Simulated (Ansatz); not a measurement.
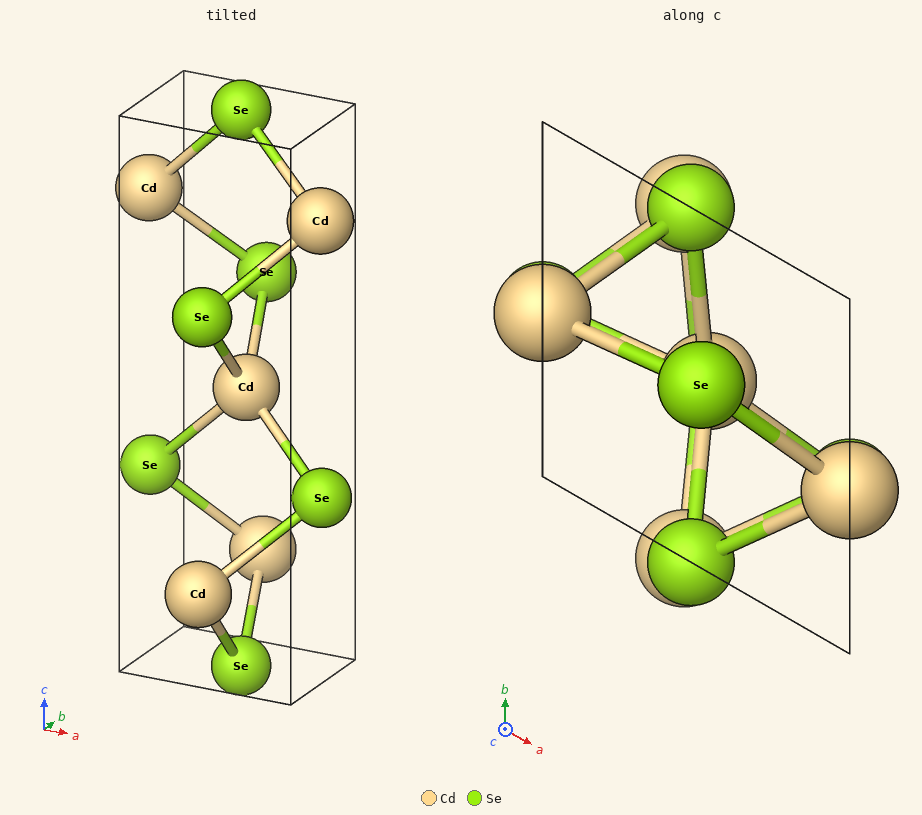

Shown here is a ball-and-stick view of the crystal, taken slightly off an axis and along the c axis. Atoms at the boundary of the conventional unit cell (the box) are drawn once for each face, edge or corner they touch. Cell: a = 4.28 Å, b = 4.28 Å, c = 9.94 Å, α = 90.00°, β = 90.00°, γ = 120.00°.

Origin of the cell: a structure type filled with these elements by a generator (whether the compound takes this form wasn't checked). Earlier steps of the study may have refined or changed the cell and positions. A calculation with Ansatz used it as input.

**What can be read from this drawing?**

The stoichiometry is CdSe. The space group is P3_221 (No. 154); the lattice is primitive hexagonal. Cell content 3 Cd, 3 Se; Z = 3. The Cd atoms are each bonded to four Se at about 2.7 to 2.8 Å. The coordination shell of Se holds four Cd at about 2.7 to 2.8 Å. The bonds build a three-dimensional framework.

Electronic-structure method: DFT PBE, scalar-relativistic, plane waves, PAW (Ansatz). Parameters: a plane-wave cutoff of 420 eV, a 12×12×4 k-point grid, Gaussian smearing of 0.1 eV, no spin polarisation.

**Does it come out as a metal, or with a gap?**

A metal: bands cross the Fermi level.

**What charge does Bader's analysis assign to each element?**

Cd +0.73 e; Se -0.73 e.

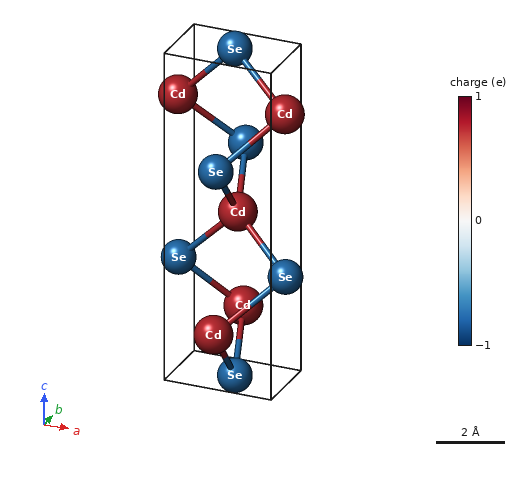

The atoms coloured by those charges. The run's cell of 6 atoms is drawn.

**Is the structure in equilibrium?**

Yes. All forces vanish to within 0.01 eV/Å. The pressure is 0.0 GPa, close to zero.
